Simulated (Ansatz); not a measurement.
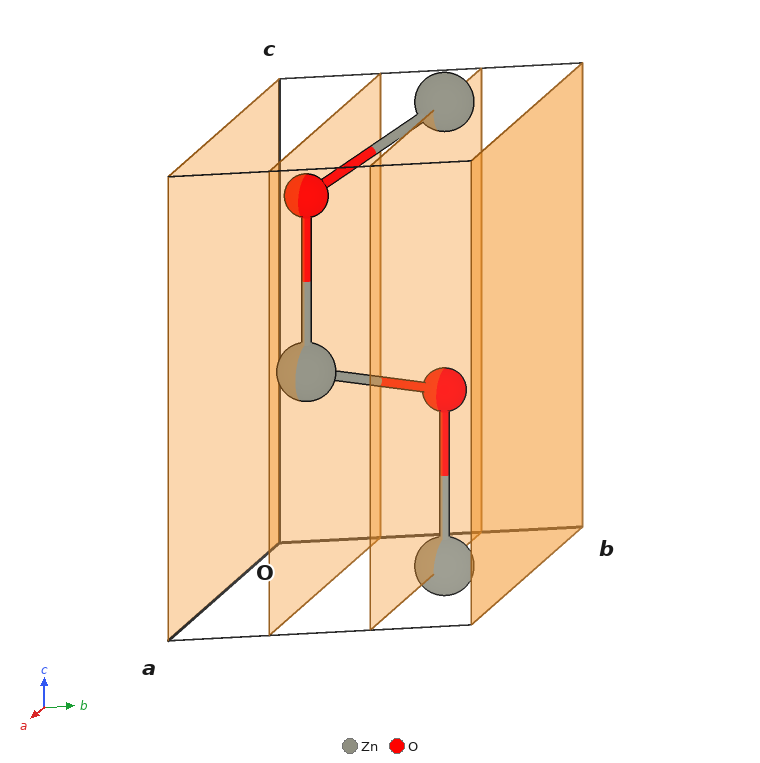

Every member of one family of equally spaced planes, hx + ky + lz = a whole number, that cuts the unit cell is shaded (one member passes through the origin O). Crystal: ZnO, the input geometry of an electronic-structure calculation (not necessarily at equilibrium); the starting structure was generated, so it need not be a known form of this composition. Symmetry computed with spglib at a tolerance of 0.002 Å; standard conventional cell.

a = 3.235 Å, b = 3.235 Å, c = 5.211 Å, α = 90.00°, β = 90.00°, γ = 120.00°.

**Index the planes.**

(0 3 0), in four indices (0 3 −3 0); the opposite sign names the same planes. The member next to the origin meets the axes a never, b at 1/3, c never.

**What is the spacing?**

d = 0.934 Å.

**Which atoms of the cell lie in these planes (within 0.03 Å)?**

all 2 Zn, all 2 O.

**The space group is P6_3mc, No. 186. How many reflections hkl are equivalent to this one (itself included), and does it occur?**

6 reflections are equivalent in the Laue class 6/mmm. The space group allows the reflection.
